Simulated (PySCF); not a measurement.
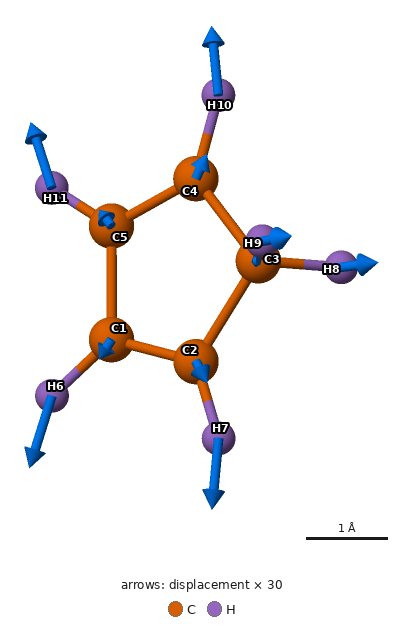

This is a relaxation of C5H6. The starting structure is drawn; blue arrows show the displacements, magnified 30 times. The two geometries are superimposed by the best rigid fit.

The picture is a ball-and-stick view, seen at a tilt.

The start comes from GFN2-xTB.

Computed with PBE0-D3(BJ)/def2-SVP geometry optimisation, gas phase in PySCF. 

Q: What happened in the run?

A: The largest moves after the best rigid fit, 0.032 Å, are those of H6 and H11. By element the largest moves are H 0.032 Å, C 0.011 Å. Some distances before and after: C2–H7 1.074 → 1.091 Å, C1–H6 1.075 → 1.092 Å, C1–C5 1.448 → 1.463 Å, C3–H8 1.092 → 1.107 Å. Over 2 geometry steps the energy falls by 1.05 kcal/mol. Largest force component: 0.73 eV/Å at the start, 0.019 eV/Å at the end.
